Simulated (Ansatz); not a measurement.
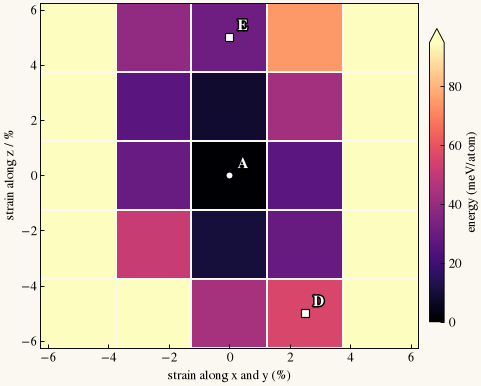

VN2 (I4/mcm, No. 140; 6 atoms in the cell). The cell is strained homogeneously, by one strain along x and y and another along z, with fractional coordinates fixed (x along [1 0 0], z along [0 0 1] of the conventional cell). The first coordinate is: strain along x and y; the second: strain along z. The grid has 5 × 5 points. All energies are given in meV/atom relative to the lowest grid point. Level of theory: Ansatz 0.2.0, DFT PBEsol, scalar-relativistic, plane waves, PAW. Settings: cutoff 420 eV, k-mesh 16×16×16, gaussian smearing 0.15 eV, no spin polarisation.

The picture shows one coloured cell a grid point, one colour for all values above the top of the scale, lettered points.

Is A the lowest point of the computed grid?

Yes. A, at strain along x and y = 0.0 %, strain along z = 0.0 %, has the lowest energy of the grid.

Rank the lettered points by energy, lowest first.

A (0 meV/atom), E (31 meV/atom), D (56 meV/atom).
